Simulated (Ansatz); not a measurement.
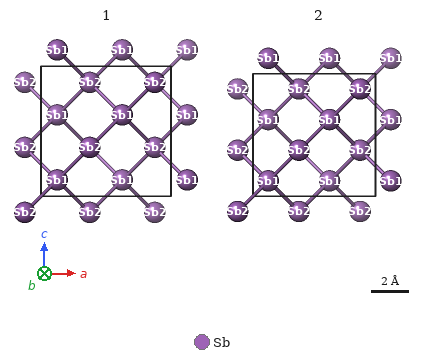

Two geometries of crystalline Sb (a generated structure, set up in Fd-3m), drawn at one scale. One is the start of a relaxation, the other its converged end. Style: ball-and-stick. Shown: the conventional cell (4 times the calculation's cell), along the b axis. Lengths and directions refer to the drawn axes.

All numbers below come from DFT, revPBE, plane waves (420 eV) with PAW, scalar-relativistic (Ansatz). (plane-wave cutoff 420 eV; k-point mesh 8 × 8 × 8; occupations fermi dirac; smearing width 0.1 eV; no spin polarisation; cell and atoms relaxed; force threshold 0.01 eV/Å; at most 60 steps)

> Which geometry has the lower energy?

Structure 1 is the relaxed one. Phase: diamond. The atoms keep their places relative to the cell (all moves are under 0.005 Å). The drawn cell changes as follows: a = b = c 6.646 → 7.054 Å (+6.1 %); the volume changes by +19.6 %. Among the contacts that change: Sb1–Sb2 2.878 → 3.055 Å. The space group stays Fd-3m (No. 227). Over 3 accepted moves (4 points after the start) the energy falls by 145 meV per atom. All forces vanish by symmetry, so only the cell relaxes. Pressure: 7.44 GPa at the start and 0.03 GPa at the end. The SCF was repeated once at an unchanged geometry on a basis and grid sized afresh for the cell, which shifted the energy by 1.0 meV per atom at most. The run took roughly 5 core-seconds on a shared host.
